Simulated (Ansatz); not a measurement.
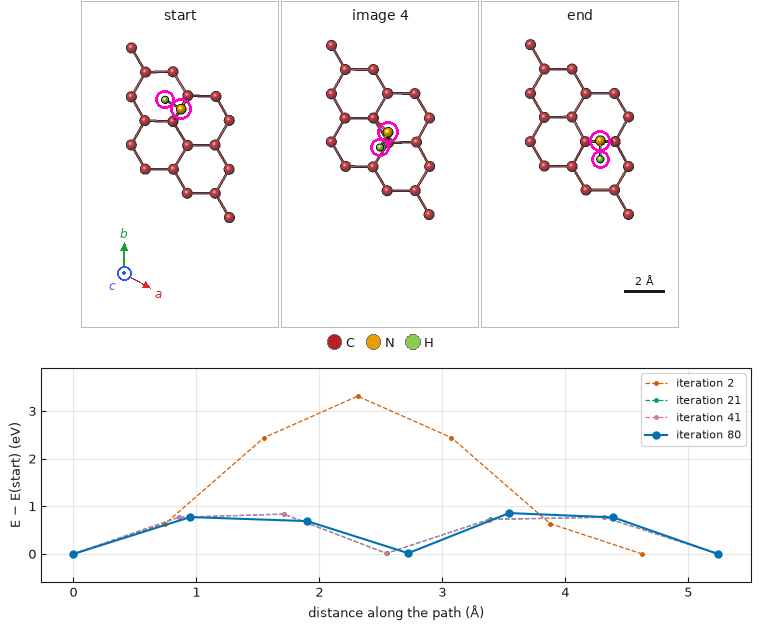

NEB run on NH on graphene monolayer (20 atoms in the cell). Images are numbered from 0 (start) to 6 (end). The plot follows the band through its iterations. The picture is a ball-and-stick view of the simulation cell, with the vacuum cut short (origin moved), seen along the c axis. The atoms that move most are ringed. Bonds to atoms that aren't drawn are left out.

The calculation used DFT PBE, scalar-relativistic, plane waves, PAW in Ansatz. Run with plane-wave cutoff 420 eV; k-point mesh 2 × 2 × 1; Fermi-Dirac smearing 0.05 eV; 5 movable images; climbing image; force threshold 0.05 eV/Å; iteration limit 80; spring constant 1.0 eV/Å²; starting path by straight interpolation.

**Judge this run.**

The result isn't final. The band hadn't converged when the run stopped after 80 iterations. The barrier read from it is provisional, though the highest image hardly moved in the last two iterations. The first iteration put the highest image at 12.30 eV. The barrier is about 0.86 eV in both directions, with image 4 at the top; the ends have the same energy. The profile has 2 maxima (images 1, 4) with a dip at image 3 (+0.02 eV), which on an unconverged band is provisional.

Limits of the set-up: the periodic images lie only 7.4 Å apart, so the values are limited by the cell's size.

Cost: 22 min on 1 thread of AMD EPYC 9R45 96-Core Processor (Zen 5), on a shared host, peak memory 1.1 GiB.
